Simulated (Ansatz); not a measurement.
Al6N7 (cell charge −1, with a compensating background) (cell with a defect)

Input

```
crystal:
  lattice:
    - [0.0, 0.0, 5.0180433219]
    - [4.6953126299, -2.7108400108, 0.0]
    - [0.0, 5.4216800216, 0.0]
  atoms:
    - { symbol: Al, position: [0.5028588553, 0.3246413582, 0.3246413582] }
    - { symbol: Al, position: [0.5028588553, 0.0, 0.6753586418] }
    - { symbol: Al, position: [0.5028588553, 0.6753586418, 1.0] }
    - { symbol: Al, position: [1.0015673136, 0.0, 0.3259407078] }
    - { symbol: Al, position: [1.0015673136, 0.6740592922, 0.6740592922] }
    - { symbol: Al, position: [1.0015673136, 0.3259407078, 1.0] }
    - { symbol: "N", position: [0.8732654788, 0.349827038, 0.349827038] }
    - { symbol: "N", position: [0.8732654788, 0.0, 0.650172962] }
    - { symbol: "N", position: [0.8732654788, 0.650172962, 1.0] }
    - { symbol: "N", position: [0.402487299, 0.0, 0.3453292359] }
    - { symbol: "N", position: [0.402487299, 0.6546707641, 0.6546707641] }
    - { symbol: "N", position: [0.402487299, 0.3453292359, 1.0] }
    - { symbol: "N", position: [0.1477964934, 0.0, 0.0] }
  host:
    lattice:
      - [3.1302084199, 0.0, 0.0]
      - [-1.56510421, 2.7108400108, 0.0]
      - [0.0, 0.0, 5.0180433219]
    atoms:
      - { symbol: Al, position: [0.6666666667, 0.3333333333, 0.4992342259] }
      - { symbol: Al, position: [0.3333333333, 0.6666666667, 0.9992342259] }
      - { symbol: "N", position: [0.6666666667, 0.3333333333, 0.8807657741] }
      - { symbol: "N", position: [0.3333333333, 0.6666666667, 0.3807657741] }
total_charge: -1
basis:
  ecutwfc: 420
  xc_grid: 2
kpoints:
  mp_grid: { grid: [2, 2, 2], shift: [0.0, 0.0, 0.0] }
hamiltonian:
  xc: pbe
scf:
  occupations: { method: gaussian, width: 0.01 }
output:
  forces: true
  stress: false
  eigenvalues: true
  charged_corrections:
    defect_position: [0.20833333, 0.0, 0.0]
    epsilon: [[8.2944, 0.0, 0.0], [0.0, 8.2944, 0.0], [0.0, 0.0, 9.8365]]
  write_density: true
  write_potential: true
  elf: true
  volumetric_format: npy
relax:
  adjacent_minimum: "off"
  f_tol: 0.025
  max_steps: 45
```

Launched as:

```sh
ansatz run input.yaml --threads 4 --pin off --max-ram 8192MiB --backend cpu --events-out ev --progress --plain --runs-dir out
```

The fields are those of the relaxed geometry.

All numbers below come from DFT PBE, scalar-relativistic, plane waves, PAW (Ansatz).

Core electrons are frozen (PAW), and the valence fields are smoothed inside the atomic spheres.

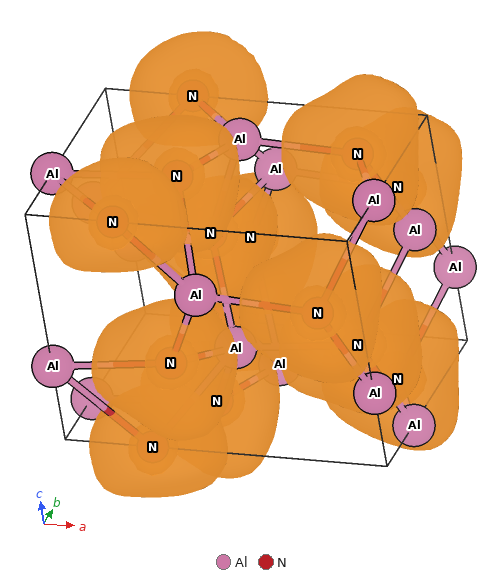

Figure 1. Isosurface of the ELF at 0.65 (orange), seen at an oblique angle. Core shells and regions of very low density are left out. Sticks mark near contacts.

**What do the ELF domains correspond to?**

At this value the surface marks out seven regions on N in which the atom's valence shell and bonds are merged, counted in one cell of 13 atoms. Regions shared between cells count once. Profiles from the grid: Al–N (1.81 Å): the ELF peaks at about 0.90 in the valence shell of N, 0.7 Å from its nucleus, and is about 0.90 at the midpoint. Al–N (1.89 Å): the ELF peaks at about 0.90 between the atoms.

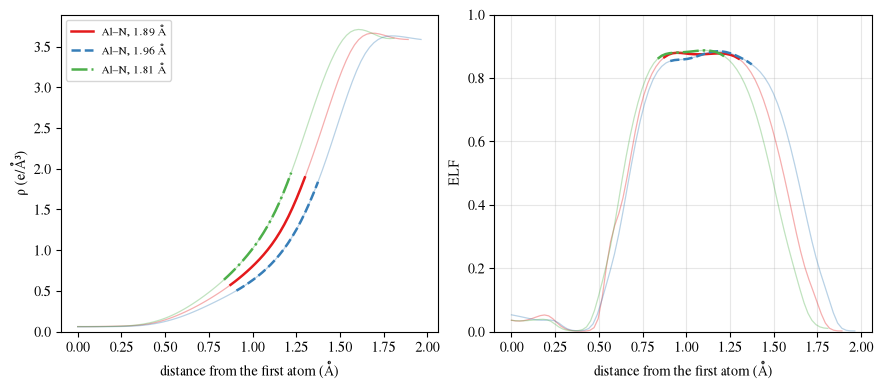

Figure 2. Valence pseudo-density and ELF along straight lines between neighbouring atoms. Thin, pale parts lie inside the atomic spheres.

**Compare the contacts.**

Al–N (1.89 Å): ρ at the midpoint is about 0.69 e/Å³; the ELF peaks at about 0.90 between the atoms.
Al–N (1.96 Å): ρ at the midpoint is about 0.6 e/Å³; the ELF peaks at about 0.90 in the valence shell of N, 0.8 Å from its nucleus, and is about 0.85 at the midpoint.
Al–N (1.81 Å): the density is about 0.78 e/Å³ at the midpoint; the ELF peaks at about 0.90 in the valence shell of N, 0.7 Å from its nucleus, and is about 0.90 at the midpoint.

**Does the calculation make it a metal, or give it a gap?**

It is metallic or semimetallic at this level of theory: no gap opens.
